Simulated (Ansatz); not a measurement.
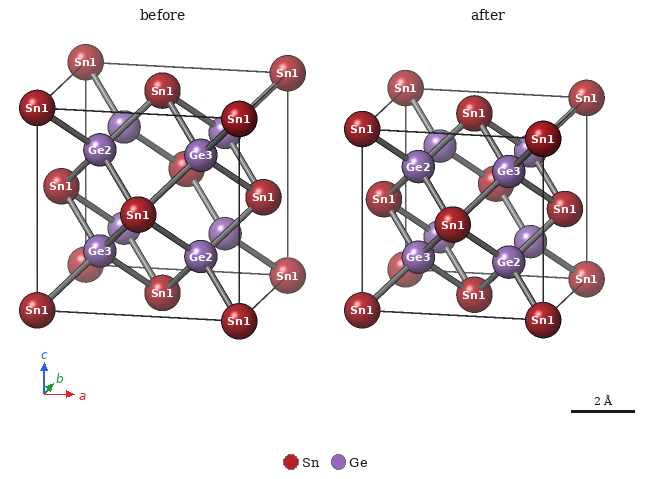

The structure of solid SnGe2 (a generated structure, set up in Fm-3m) before (left) and after (right) a relaxation, at one scale.

The picture is a ball-and-stick view of the conventional cell (4 times the calculation's cell), seen slightly off an axis. Lengths and directions refer to the drawn axes.

Case: relaxed at 40 GPa.

The calculation used DFT LDA, scalar-relativistic, plane waves, PAW (Ansatz 0.2.0). Set-up: plane-wave cutoff 420 eV; k-point mesh 12 × 12 × 12; occupations fermi dirac; smearing width 0.15 eV; target pressure 40 GPa; no spin polarisation; cell and atoms relaxed; force threshold 0.001 eV/Å; at most 60 steps.

**What changed between the two?**

Over 4 accepted moves (5 points after the start) the energy rises by 626 meV per atom. With the target pressure of 40 GPa, the enthalpy E + pV changes by −1072 meV per atom. All forces vanish by symmetry, so only the cell relaxes. The pressure goes from 0.00 to 40.01 GPa. The SCF was repeated once at an unchanged geometry on a basis and grid sized afresh for the cell, which shifted the energy by 1.7 meV per atom at most. The atoms keep their places relative to the cell (all moves are under 0.005 Å). The drawn cell changes as follows: a = b = c 6.620 → 5.930 Å (−10.4 %); the volume changes by −28.1 %. Near-neighbour distances that change, for instance: Sn1–Ge2 2.866 → 2.568 Å. The space group stays Fm-3m (No. 225).
